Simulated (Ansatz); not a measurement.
HgSe (space group F-43m, No. 216): the geometry relaxed with DFT PBE, scalar-relativistic, plane waves, PAW in Ansatz 0.2.0.

```xyz
8
Lattice="6.2603 0.0000 0.0000 0.0000 6.2603 0.0000 0.0000 0.0000 6.2603" Properties=species:S:1:pos:R:3 pbc="T T T"
Hg    0.0000    0.0000    0.0000
Se    1.5651    1.5651    4.6952
Hg    0.0000    3.1301    3.1301
Se    1.5651    4.6952    1.5651
Hg    3.1301    0.0000    3.1301
Se    4.6952    1.5651    1.5651
Hg    3.1301    3.1301    0.0000
Se    4.6952    4.6952    4.6952
```

Bonds are taken as Hg–Se below 3 Å. Simplification: prune 0- and 1-connected atoms, fold 2-connected ones into links.

Derive the underlying net.

The result is a uninodal 4-connected, three-periodic net: Hg and Se are 4-connected nodes. It is the dia net, known from diamond, zinc blende and cristobalite. It is a single net, without interpenetration.

| node | links | point symbol | coordination sequence |
| --- | --- | --- | --- |
| Hg and Se | 4 | 6^6 | 4 12 24 42 64 92 124 162 |

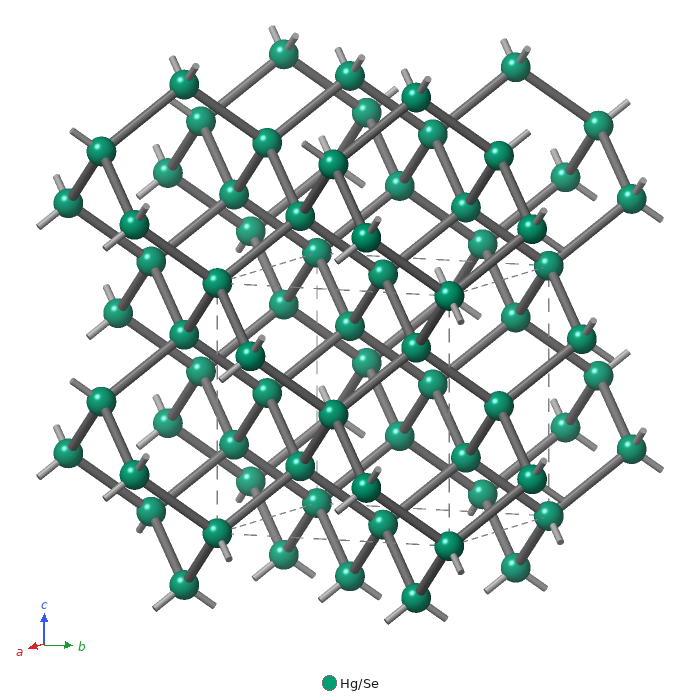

Nodes are coloured by topological kind. Edges to nodes outside the piece are drawn as stubs.
